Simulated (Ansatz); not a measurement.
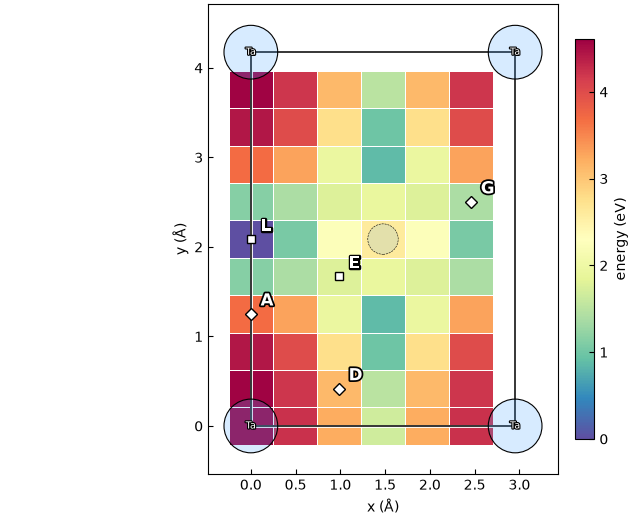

N on a Ta(110) slab cut from the Fm-3m phase, its upper half relaxed before the scan (4 atoms of substrate and one adsorbate in a 1 × 1 cell). N is moved over the surface cell; relaxed at each place: the height of the adsorbate's atoms; substrate rigid; the origin of the map has the adsorbate above Ta4. Places are given modulo a cell vector. The map is drawn in real space over the plane of the surface. The grid has 6 × 10 points; 24 points were computed and 36 follow by symmetry. Energies: eV, counted from the lowest grid point. The relaxed height changes by up to 0.8 Å between neighbouring points. With one adsorbate in each 1 × 1 cell, its nearest image is 3.0 Å away, so neighbouring adsorbates interact. All numbers below come from DFT PBEsol, scalar-relativistic, plane waves, PAW (Ansatz). Settings: cutoff 420 eV, k-mesh 9×7×1, gaussian smearing 0.1 eV, no spin polarisation.

In the figure: one coloured cell a grid point, labelled circles for the atoms of the top layer and small ones for the second layer, the outline of one cell of the plane, lettered points.

Is D the lowest point of the computed grid?

Answer. No. D lies 3.11 eV above the lowest grid point, which is at the trough between two rows of top atoms, (0/6, 5/10) of the cell vectors.

Rank the lettered points by energy, lowest first.

Answer. L (0.00 eV), G (1.39 eV), E (1.78 eV), D (3.11 eV), A (3.70 eV).

PAW datasets: the set soft_1.
